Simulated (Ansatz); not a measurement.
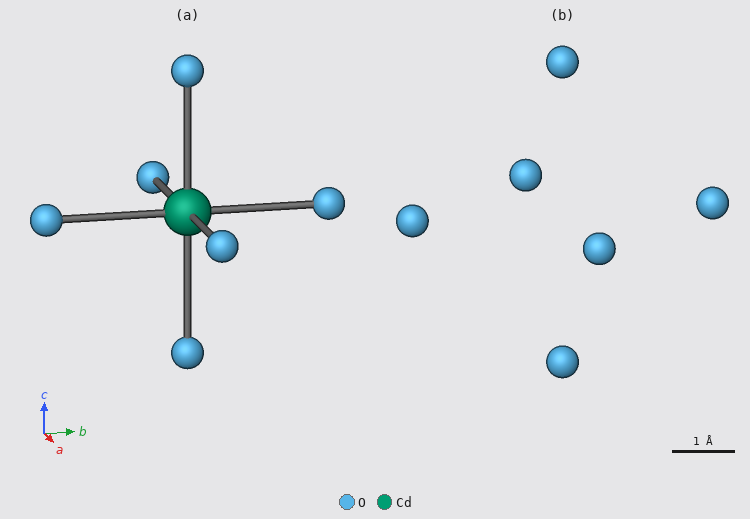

Left: perfect CdO. Right: the same region with one point defect, after relaxing the atoms in a supercell of 64 sites. The picture is a ball-and-stick view of the atoms within 3.3 Å of one point, seen slightly off an axis.

All numbers below come from DFT, PBEsol, PAW, plane waves in Ansatz. Set-up: plane-wave cutoff 420 eV; k-point mesh 1 × 1 × 1; mesh shifted by (0.25, 0.25, 0.25); no spin polarisation. Fermi-Dirac smearing of 0.01 eV. A uniform background neutralises the charged cell. The axes drawn are those of the host's conventional cell.

Question: What kind of defect was made?

Answer: A cadmium atom is taken out (a vacancy).

The charge state of the cell is −2.

Question: What does the relaxation do around it?

Answer: Around the empty Cd site the host had 6 O at 2.35 Å; after relaxation the nearest atoms are 6 O at 2.49 to 2.50 Å. Of the host's atoms, an oxygen atom moves furthest from its site, by 0.15 Å.

Limits of the set-up: the cell is charged, on a uniform background, and energies carry no finite-size correction.
